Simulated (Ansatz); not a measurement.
The calculation's input:

```
crystal:
  lattice:
    - [0.0, 2.7875240904, 2.7875240904]
    - [2.7875240904, 0.0, 2.7875240904]
    - [2.7875240904, 2.7875240904, 0.0]
  atoms:
    - { symbol: Mo, position: [0.125, 0.125, 0.125] }
    - { symbol: Mo, position: [0.875, 0.875, 0.875] }
hamiltonian:
  xc: r2scan
  pseudopotentials:
    kind: paw
    azcp:
      Mo: "pseudopotentials/Mo.paw.azcp"
basis:
  ecutwfc: 500
  fft_grid_basis: typed
kpoints:
  mp_grid: { grid: [11, 11, 11], shift: [0, 0, 0] }
magnetization:
  spin_polarized: false
scf:
  occupations: { method: fermi_dirac, width: 0.1 }
  lower_state_search: "off"
output:
  stress: true
  write_density: true
  write_potential: true
  elf: true
  volumetric_format: npy
```

Command:

```sh
ansatz run input.yaml --threads 1 --pin off --max-ram 3584MiB --backend cpu --events-out ev --progress --plain --runs-dir out
```

Below, planes, directions and counts refer to the conventional cell (a = 5.58 Å, b = 5.58 Å, c = 5.58 Å, α = 90.00°, β = 90.00°, γ = 90.00°).

Space group Fd-3m; set up as Mo, diamond; a generated structure, not necessarily the stable one; changed on purpose from its base cell (volume × 0.96); computed pressure about 5 GPa in this cell; computed without spin polarisation.

Level of theory: DFT, r2SCAN, plane waves (500 eV) with PAW, scalar-relativistic (Ansatz 0.2.0).

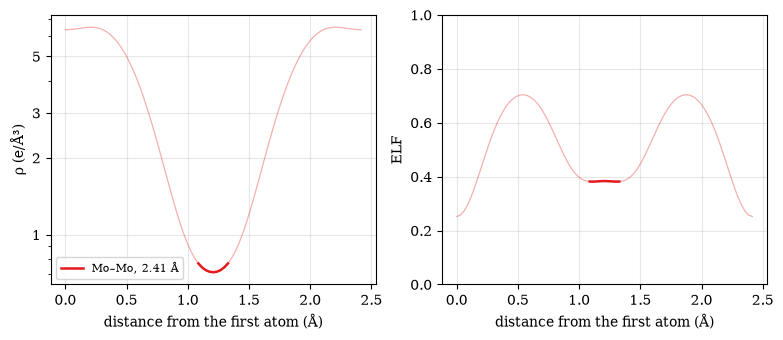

Mo. Valence pseudo-density and ELF along straight lines between neighbouring atoms. Thin, pale parts lie inside the atomic spheres.

Core electrons are frozen (PAW), and the valence fields are smoothed inside the atomic spheres.

What can be read from the curves?

Answer. Mo–Mo (2.41 Å): ρ at the midpoint is about 0.71 e/Å³; the ELF is about 0.40 at the midpoint.
